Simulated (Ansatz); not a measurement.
**Zn4O: density, localisation and related maps**

```cif
data_structure
_symmetry_space_group_name_H-M 'P 1'
_symmetry_Int_Tables_number 1
_cell_length_a 2.9821
_cell_length_b 2.9821
_cell_length_c 26.4443
_cell_angle_alpha 90.000
_cell_angle_beta 90.000
_cell_angle_gamma 120.000
_cell_volume 203.66
loop_
_atom_site_label
_atom_site_type_symbol
_atom_site_fract_x
_atom_site_fract_y
_atom_site_fract_z
_atom_site_occupancy
Zn1 Zn 0.33333 0.66667 0.04992 1
Zn2 Zn 0.00000 0.00000 0.38325 1
Zn3 Zn 0.66667 0.33333 0.71659 1
Zn4 Zn 0.66667 0.33333 0.12766 1
Zn5 Zn 0.33333 0.66667 0.46099 1
Zn6 Zn 0.00000 0.00000 0.79432 1
Zn7 Zn 0.00000 0.00000 0.20568 1
Zn8 Zn 0.66667 0.33333 0.53901 1
Zn9 Zn 0.33333 0.66667 0.87234 1
Zn10 Zn 0.33333 0.66667 0.28341 1
Zn11 Zn 0.00000 0.00000 0.61675 1
Zn12 Zn 0.66667 0.33333 0.95008 1
O1 O 0.00000 0.00000 0.00000 1
O2 O 0.66667 0.33333 0.33333 1
O3 O 0.33333 0.66667 0.66667 1
```

Space group R-3m; a generated structure, not necessarily the stable one.

The calculation used DFT PBE, scalar-relativistic, plane waves, PAW (Ansatz).

The density is the valence pseudo-density of a PAW calculation; it isn't the true density close to the nuclei.

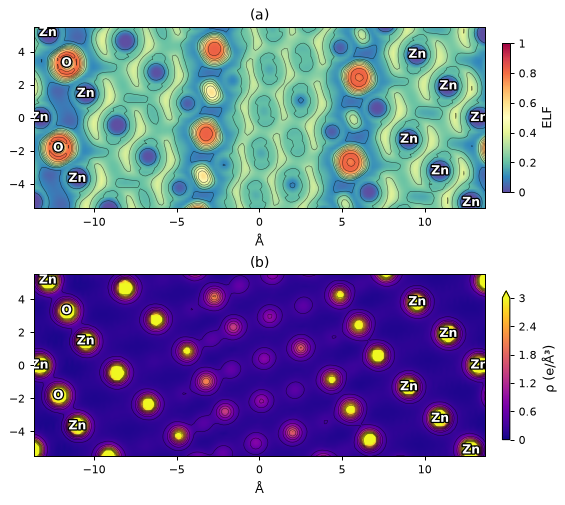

Figure 1. (a) electron localisation function; (b) valence charge density (pseudo) on the (111) plane of the conventional cell.

Question: What do the fields say about this system?

Answer:
- The plane passes through Zn and O nuclei.
- Atoms just off the plane (Zn, 0.3 Å away and O, 0.4 Å away) can leave unmarked features too.
- Zn–O (2.17 Å): ρ is about 0.39 e/Å³ halfway; the ELF peaks at about 0.80 in the valence shell of O, 0.6 Å from its nucleus, and is about 0.15 at the midpoint (no shared electron pair shows on this line).
- Between the atoms the lowest density in this plane is 0.06 e/Å³.

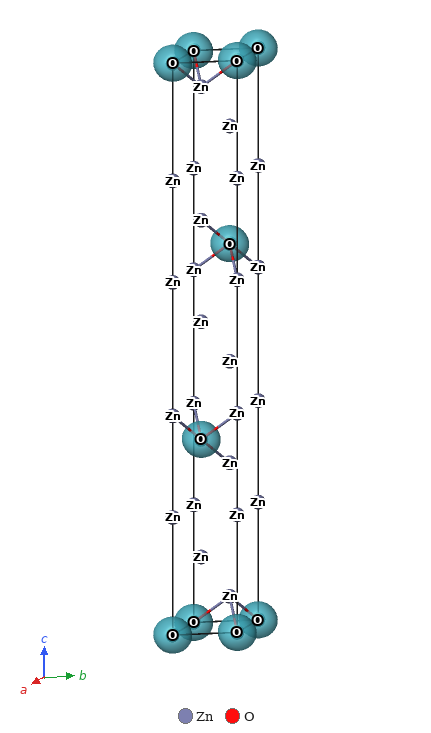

Figure 2. Isosurface of the ELF at 0.65 (cyan), seen slightly off an axis. Only the valence region is drawn (cores and ρ < 0.01 e/Å³ removed). Sticks mark near contacts.

Question: What do the ELF domains correspond to?

Answer: The surface consists of three regions wrapped around O (the valence shell of each), counted in one cell of 15 atoms. Regions shared between cells count once.

Question: Does the calculation make it a metal, or give it a gap?

Answer: It is metallic or semimetallic at this level of theory: no gap opens.

Question: Which way does charge flow, and how much by Bader's partition?

Answer: Electrons move from Zn towards O. Bader charges: Zn 0.00 to +0.62 and O −1.25 e.
